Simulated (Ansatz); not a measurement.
**GaAs: optical spectrum from first principles**

What colour and refractive index does GaAs have at this level of theory?

Method: DFT, PBE, plane-wave PAW, default files, scalar-relativistic, independent-particle optical response without local fields, in Ansatz 0.2.0.

**Measured values to reproduce.**

“Evidence of valence band perturbations in GaAsN/GaAs(001): A combined variable-angle spectroscopic ellipsometry and modulated photoreflectance investigation” (2008, arxiv:0805.2212) reports for GaAs, zincblende, by variable-angle spectroscopic ellipsometry, parametric critical-point fit (semi-insulating GaAs(001) reference substrate with native oxide, 300 K): band gap (direct gap E0 at Gamma from ellipsometry) 1.412 ± 0.01 eV.

## Step 1: The starting structure

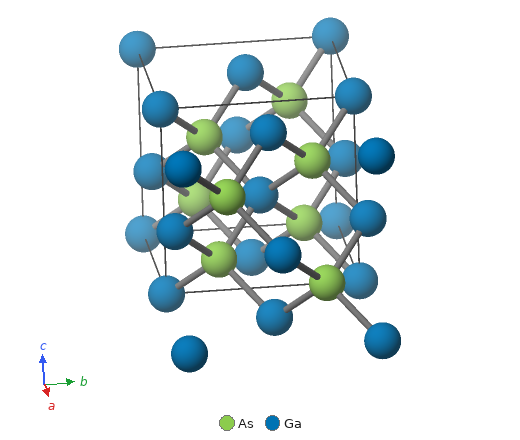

Start, viewed slightly off an axis; arsenic green, gallium blue. 2×1×1 cells are drawn. This picture shows the conventional cell, with its axes. Bonds to atoms that aren't drawn are left out. Some periodic images of atoms are drawn too.

Coordinates:

```cif
data_structure
_symmetry_space_group_name_H-M 'F-43m'
_symmetry_Int_Tables_number 216
_cell_length_a 5.6537
_cell_length_b 5.6537
_cell_length_c 5.6537
_cell_angle_alpha 90.000
_cell_angle_beta 90.000
_cell_angle_gamma 90.000
_cell_volume 180.72
loop_
_atom_site_label
_atom_site_type_symbol
_atom_site_symmetry_multiplicity
_atom_site_Wyckoff_symbol
_atom_site_fract_x
_atom_site_fract_y
_atom_site_fract_z
_atom_site_occupancy
As1 As 4 c 0.25000 0.25000 0.25000 1
Ga1 Ga 4 a 0.00000 0.00000 0.00000 1
```

## Step 2: Ground state and bands

The self-consistent density comes first; it also tells whether there is a gap, which decides the occupations and the need for a Drude term.

This step: DFT, PBE, plane-wave PAW, default files, scalar-relativistic, ground state (Ansatz 0.2.0).

Contents of input.yaml:

```yaml
crystal:
  lattice:
    - [0.0, 2.82685, 2.82685]
    - [2.82685, 0.0, 2.82685]
    - [2.82685, 2.82685, 0.0]
  atoms:
    - { symbol: As, position: [0.75, 0.75, 0.75] }
    - { symbol: Ga, position: [0.0, 0.0, 0.0] }
kpoints:
  mp_grid: { grid: [7, 7, 7] }
  band_path:
    path:
      - [[0.0, 0.0, 0.0], [0.5, 0.0, 0.5], [0.5, 0.25, 0.75], [0.375, 0.375, 0.75], [0.0, 0.0, 0.0], [0.5, 0.5, 0.5], [0.625, 0.25, 0.625], [0.5, 0.25, 0.75], [0.5, 0.5, 0.5], [0.375, 0.375, 0.75]]
      - [[0.625, 0.25, 0.625], [0.5, 0.0, 0.5]]
    npoints: 6
scf:
  occupations: { method: fermi_dirac, width: 0.05 }
  n_extra_bands: 6
hamiltonian:
  xc: pbe
  pseudopotentials: { kind: paw }
output:
  forces: true
  stress: true
  populations: true
  write_bands: true
  write_density: true
  write_potential: true
  elf: true
  volumetric_format: npy
```

Started as:

```
ansatz run input.yaml --threads 4 --pin off --max-ram 8192MiB --backend cpu --events-out ev --progress --plain --runs-dir out
```

Numbers of over 12 decimals in the logs are rounded to 6 here.

What it wrote:

```text
scf.n_extra_bands = 6 over 14 filled bands (N_el = 28.0): the run solves 20 bands
Engine: ansatz 0.2.0, x86_64-unknown-linux-gnu
Pseudopotentials: kind: paw
Pseudopotential: As, paw, valence charge 15, recommended cutoff 420 eV (normal), As.paw.azcp
Pseudopotential: Ga, paw, valence charge 13, recommended cutoff 420 eV (normal), Ga.paw.azcp
Functional definition: PBE
  parameter kappa = 0.804
  parameter beta = 0.066725
  exchange = pbe_x(kappa = kappa, mu = beta*pi^2/3)
  correlation = pbe_c(beta = beta)
Crystal: 2 atoms, lattice volume = 45.179 Å³
Basis set: ecut = 420 eV, 893 PW (Γ), exchange–correlation on 54×54×54 points (8 copies of the dense FFT grid, shifted against one another)
Bands: 20, of which v1, the nominal top of the filled ones, is band 14 counted from 1 (13 counted from 0)
Symmetry: 24 space group operations
Space group: F-43m (ITA 216), of the structure as read, at distance tolerance 3.6e-5 Å
k-points: 20 of 343 (time reversal used)
Non-local potential: As, projectors of the file, l = 0: 2, l = 1: 2, l = 2: 3, l = 3: 1
Non-local potential: Ga, projectors of the file, l = 0: 2, l = 1: 2, l = 2: 3, l = 3: 1
PAW form: soft (Blöchl's): semilocal exchange-correlation on the pseudo side does not see the compensation charge
PAW one-centre angular grid: As, 590 points (default); XC on 64 Gauss nodes
PAW one-centre angular grid: Ga, 590 points (default); XC on 64 Gauss nodes
Initial density: superposition of atomic densities (neutral atoms: chi_scale 0, normalization atom), corrected by the library's trained network
Initial wavefunctions: pseudopotential atomic-orbital guess
Functional: x = pbe(κ = 0.804, μ = 0.219515), c = pbe(β = 0.066725)
SCF iter   1: F=—  HF=-8639.829208 eV  |F-HF|=—  |Δ(HF+E_count)|=         —  Δρ=1.73e-3  dr2=2.13e-3  ethr=1.77e-3  ⟨swp⟩=5.7  Hψ=1904  notcnv=0  defer=1
preconditioner: auto → none  [insulator: Δε(μ)=0.507 eV  Ē_g=17.210 eV  σ=0.050 eV  W_gap=0.99  n_scr=14 (ndim 8)  ℏωp=23.4 eV  f_vac=0.086  D(μ)=0.00/eV (n_scr^D=0)  ε∞_Penn≈2.9]
SCF iter   2: F=—  HF=-8639.828374 eV  |F-HF|=—  |Δ(HF+E_count)|=   8.34e-4  Δρ=9.81e-4  dr2=3.76e-4  ethr=7.61e-6  ⟨swp⟩=2.0  Hψ=758  notcnv=0  defer=21
SCF iter   3: F=—  HF=-8639.828220 eV  |F-HF|=—  |Δ(HF+E_count)|=   1.55e-4  Δρ=2.63e-4  dr2=4.08e-5  ethr=1.34e-6  ⟨swp⟩=2.0  Hψ=550  notcnv=0  defer=21
SCF iter   4: F=—  HF=-8639.828241 eV  |F-HF|=—  |Δ(HF+E_count)|=   2.10e-5  Δρ=1.03e-4  dr2=4.92e-6  ethr=1.46e-7  ⟨swp⟩=2.0  Hψ=450  notcnv=0  defer=21
SCF iter   5: F=—  HF=-8639.828247 eV  |F-HF|=—  |Δ(HF+E_count)|=   6.15e-6  Δρ=2.12e-5  dr2=2.13e-7  ethr=1.76e-8  ⟨swp⟩=3.0  Hψ=645  notcnv=0  defer=21
SCF iter   6: F=-8639.828247 eV  HF=-8639.828247 eV  |F-HF|=3.35e-8  |Δ(HF+E_count)|=   2.22e-7  Δρ=6.53e-6  dr2=1.47e-8  ethr=3.57e-10  ⟨swp⟩=10.8  Hψ=2878  notcnv=0
SCF 1 converged in 6 iterations: F = -8639.828247 eV  dr2 = 1.47e-8
  greatest PAW one-centre occupation: 0.999 electrons in one spin orbital (limit 2), on the As atom at site 0 (counted from 0), in its partial waves of l = 2
NSCF: frozen V_eff on 62 k-points
SCF converged after 6 iterations
Free energy (F): -8639.828247 eV
Harris-Foulkes:  -8639.828247 eV  (|F-HF|=3.35e-8)
Internal energy: -8639.828211 eV  (E = F + TS)
E sigma→0 (E₀):  -8639.828229 eV
Entropy (-TS):   -0.000036 eV (-0.018 meV/atom)
Fermi energy:    8.471841 eV
--- Per-component energies (eV) ---
  E_band       = -311.889148
  E_kinetic    = 219.505931
  E_local      = -3915.596564  (includes V_loc(G=0)·N_el)
  E_nonlocal   = -245.753488
  E_hartree    = 1973.549091
  E_xc         = -148.492374
  E_vxc        = -137.528001  (∫ρ·V_xc dr)
  E_paw        = -3824.312883  (= ΣΔE_a)
  E_vpaw       = -179.612036  (= ΣTr[D̂ρ^β])
  E_aug_tail   = -0.000138  (compensation charges beyond the density's cutoff)
  E_ewald      = -2698.727786
  E_smearing   = -0.000036  (= −TS)
  E_closure    = 0.000000  (closes the sum)
  Σ components = -8639.828247   (vs F -8639.828247, Δ=0.00e0)
--- Forces (eV/Å), atoms counted from 1 ---
  atom   1  As     0.00000000     0.00000000    -0.00000000
  atom   2  Ga    -0.00000000     0.00000000    -0.00000000
  max |Σ_I F_I| component: 1.85e-16 eV/Å
--- Stress (GPa, compression-positive) ---
        3.261502      -0.000000      -0.000000
       -0.000000       3.261502       0.000000
       -0.000000       0.000000       3.261502
  P = ⅓ Tr σ = 3.2615 GPa (32.615 kbar)
--- Band table (eV; the first three rows and the last of 20) ---
  k-point 0: bands = [... 10 lower, -4.5414, 8.1864, 8.1864, 8.1864, 8.7012, 11.9238, 11.9238, 11.9238, ... 2 higher]
  k-point 1: bands = [... 10 lower, -4.3039, 5.9024, 7.8905, 7.8905, 9.8150, 12.3563, 12.3563, 12.5738, ... 2 higher]
  k-point 2: bands = [... 10 lower, -3.6593, 3.4901, 7.3937, 7.3937, 9.5335, 12.8585, 12.8585, 14.7255, ... 2 higher]
  k-point 19: bands = [... 10 lower, -2.0633, 1.6116, 4.3822, 5.4189, 11.4985, 13.4049, 14.2026, 14.8819, ... 2 higher]
--- Löwdin populations: 2 sites ---
  site symbol       q [e]
     0     As     15.0142
     1     Ga     12.9448
  spilling = 0.001467 (of n_electrons = 28.000000)
```

Run time: 0.85 s. Hardware: 4 threads of Intel Xeon Platinum 8488C (Sapphire Rapids), shared host; peak memory 0.38 GiB; 2.8 s of CPU time.

In the SCF lines HF is the Harris–Foulkes energy and dr2 the Hartree energy of the density residual, in eV; the loop may stop once dr2 is under the threshold and the program's other checks hold. Hψ counts applications of the Hamiltonian.

This step gave:

- free energy: -8639.8282 eV
- Fermi energy: 8.472 eV
- gap by band count: 0.5149 eV
- electrons: 28
- symmetry operations: 24
- pressure: 3.262 GPa
- volume: 45.18 Å³
- gap on the path: 0.5149 eV
- least direct gap on the path: 0.5149 eV

There is a gap, 0.51 eV on the path, so no carriers' term is needed. The cell is left with a pressure of 3.3 GPa, as it stands unrelaxed at this level.

The electronic bands at the labelled points (eV, zero at the Fermi level; v1 is the highest filled band, c1 the lowest empty one):

| point | v4 | v3 | v2 | v1 | c1 | c2 | c3 | c4 |
| --- | --- | --- | --- | --- | --- | --- | --- | --- |
| Γ | -13.01 | -0.28 | -0.28 | -0.28 | 0.23 | 3.45 | 3.45 | 3.45 |
| X | -10.51 | -7.10 | -2.96 | -2.96 | 1.18 | 1.38 | 9.89 | 9.89 |
| W | -10.45 | -6.91 | -3.82 | -3.62 | 4.34 | 4.44 | 5.13 | 5.76 |
| K | -10.55 | -6.91 | -4.14 | -2.54 | 1.68 | 4.35 | 7.67 | 7.78 |
| Γ | -13.01 | -0.28 | -0.28 | -0.28 | 0.23 | 3.45 | 3.45 | 3.45 |
| L | -11.25 | -6.92 | -1.43 | -1.43 | 0.72 | 4.36 | 4.36 | 7.47 |
| U | -10.55 | -6.91 | -4.14 | -2.54 | 1.68 | 4.35 | 7.67 | 7.78 |
| W | -10.45 | -6.91 | -3.82 | -3.62 | 4.34 | 4.44 | 5.13 | 5.76 |
| L | -11.25 | -6.92 | -1.43 | -1.43 | 0.72 | 4.36 | 4.36 | 7.47 |
| K | -10.55 | -6.91 | -4.14 | -2.54 | 1.68 | 4.35 | 7.67 | 7.78 |
| jump to U | -10.55 | -6.91 | -4.14 | -2.54 | 1.68 | 4.35 | 7.67 | 7.78 |
| X | -10.51 | -7.10 | -2.96 | -2.96 | 1.18 | 1.38 | 9.89 | 9.89 |

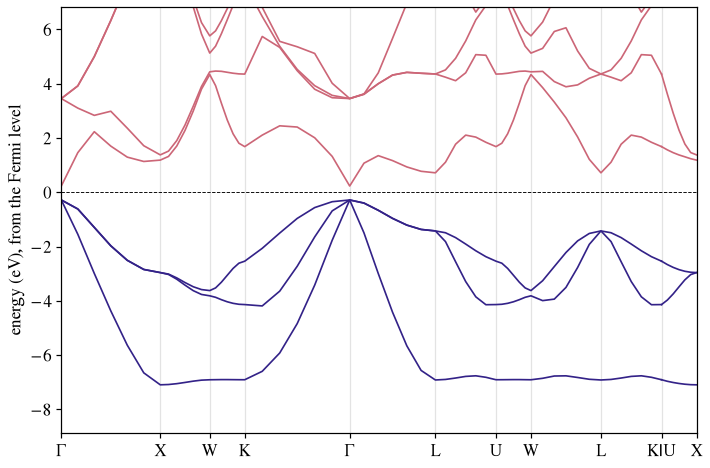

Electronic bands along the path; lines of filled and empty bands in two colours.

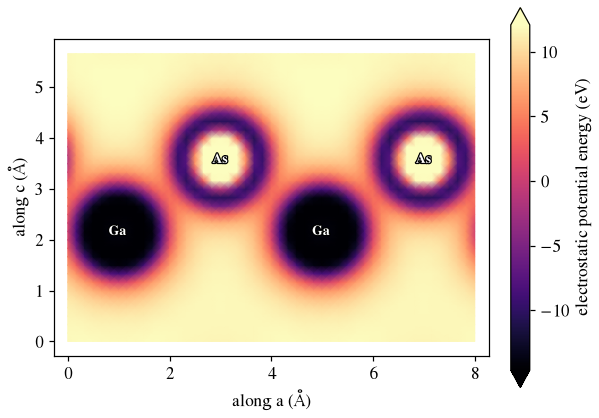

Electrostatic potential energy in the ac plane of a cell with a along [110], b along [-110] and c along [001] of the cube at fractional y = 0.000, with atoms of As and Ga within 0.2 Å of it. With pseudopotentials it is smooth inside the atoms' cores, unlike the true potential. The map starts off the cell's origin, so that atoms lie inside it.

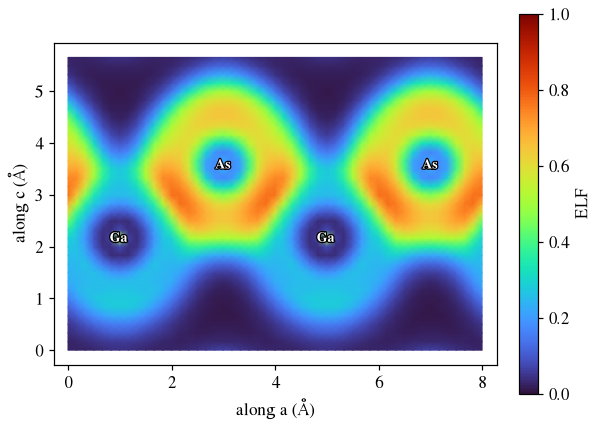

ELF in the ac plane of a cell with a along [110], b along [-110] and c along [001] of the cube at fractional y = 0.000, with atoms of As and Ga within 0.2 Å of it. It is the smooth field of the valence electrons, not physical close to the nuclei. The map starts off the cell's origin, so that atoms lie inside it.

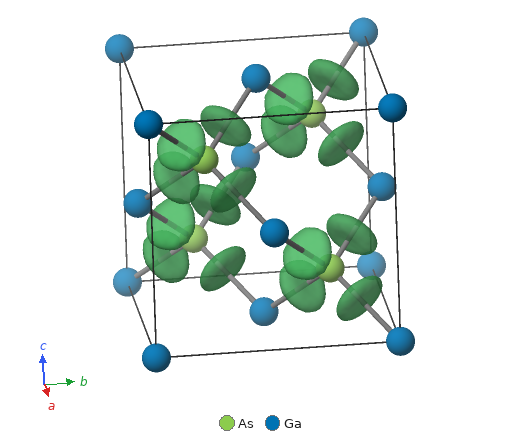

Surface of ELF = 0.69. Bonds to atoms that aren't drawn are left out.

[end of part 1 of 2]

[Logs are printed without paths, hosts, clocks, repeated set-up lines and the standing remarks that a program may print on its own settings, such as how far it seeks lower states.]

[Hosts, paths, dates, database ids (printed as entryN), source tags and the programs' standing remarks are cut or masked in the printed files.]
